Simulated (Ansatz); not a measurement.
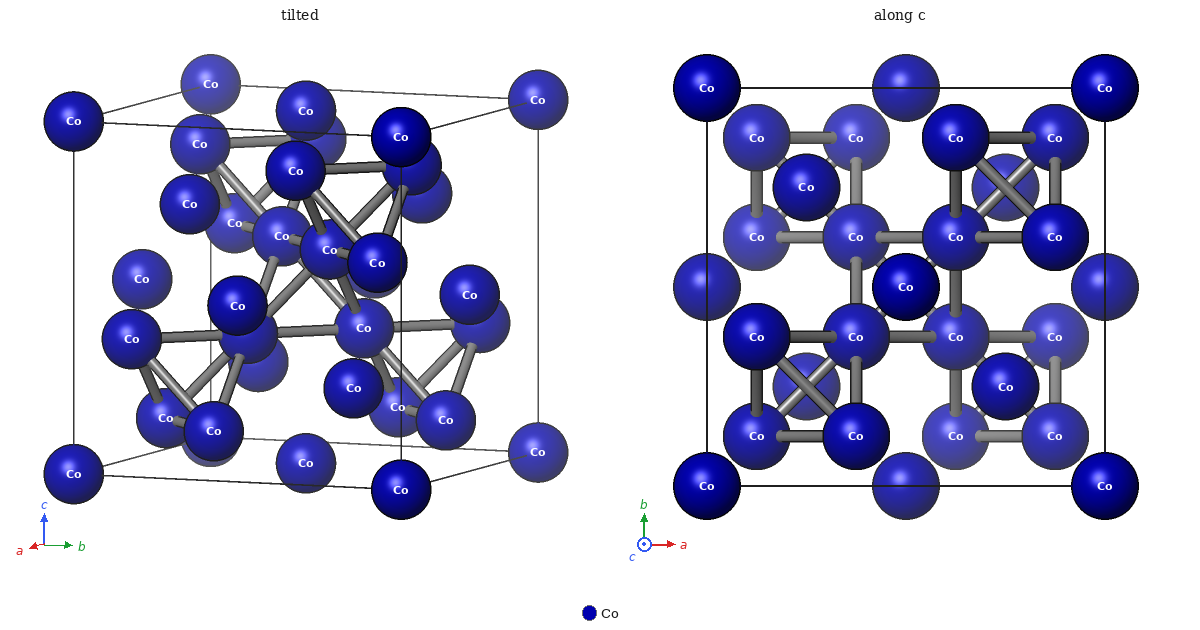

The figure gives a ball-and-stick picture of the atoms, viewed slightly off an axis and along the c axis. The conventional unit cell is drawn as a box. Cell: a = 6.414 Å, b = 6.414 Å, c = 6.414 Å, α = 90.00°, β = 90.00°, γ = 90.00°.

Notes on the structure:

The element is cobalt. The structure has Fd-3m (No. 227) symmetry and a face-centred cubic lattice. The cell holds 24 atoms. Co takes two kinds of site: 8a with no bonds drawn; 16d with six Co at about 2.3 Å. Not all metal-metal contacts are counted. The bonds build a three-dimensional framework; some Co atoms get no bond from the drawing's distance rule.

Its origin is a structure listed in the Materials Project. Earlier steps of the study, as a rule a relaxation of our own, may have changed the cell and positions, so they can lie some per cent off the listed ones. A calculation with Ansatz used it as input.
